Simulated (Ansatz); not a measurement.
System: CdI2-type ZrS$_{2}$, space group P-3m1, 3 atoms in the cell.

```cif
data_structure
_symmetry_space_group_name_H-M 'P-3m1'
_symmetry_Int_Tables_number 164
_cell_length_a 3.6914
_cell_length_b 3.6914
_cell_length_c 6.0411
_cell_angle_alpha 90.000
_cell_angle_beta 90.000
_cell_angle_gamma 120.000
_cell_volume 71.29
loop_
_atom_site_label
_atom_site_type_symbol
_atom_site_symmetry_multiplicity
_atom_site_Wyckoff_symbol
_atom_site_fract_x
_atom_site_fract_y
_atom_site_fract_z
_atom_site_occupancy
Zr1 Zr 1 a 0.00000 0.00000 0.00000 1
S1 S 2 d 0.33333 0.66667 0.23791 1
```

Level of theory: PBEsol, Zr d U = 4 eV, all-electron LAPW, no spin polarisation, no spin-orbit coupling, 8×8×5 k mesh in the self-consistent step, Fermi-Dirac smearing of 0.05 eV; code Ansatz 0.2.0.

What does the calculation give for the electronic structure?

There is a gap; over the k points computed it is 1.61 eV. Within the window shown, the tallest peak of the filled states lies 2.7 eV under the valence-band top, at about 6.2 states per eV and cell.

The density of states comes from the program's own step for it, whose mesh and broadening can differ from those of the self-consistent step. U is the effective U less J, on atomic orbitals that reach past the spheres. An odd mesh through Γ misses points on the zone boundary, where band edges often lie. The cell is a database's computed one.

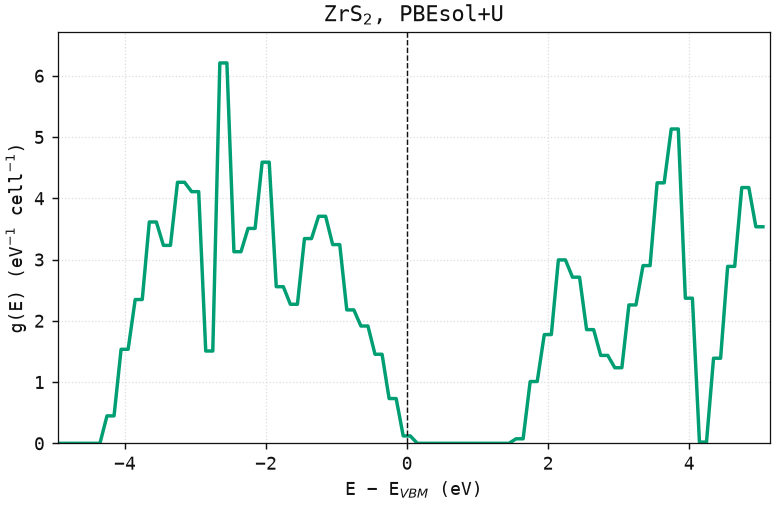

Density of states. Energies are counted from the top of the valence band.
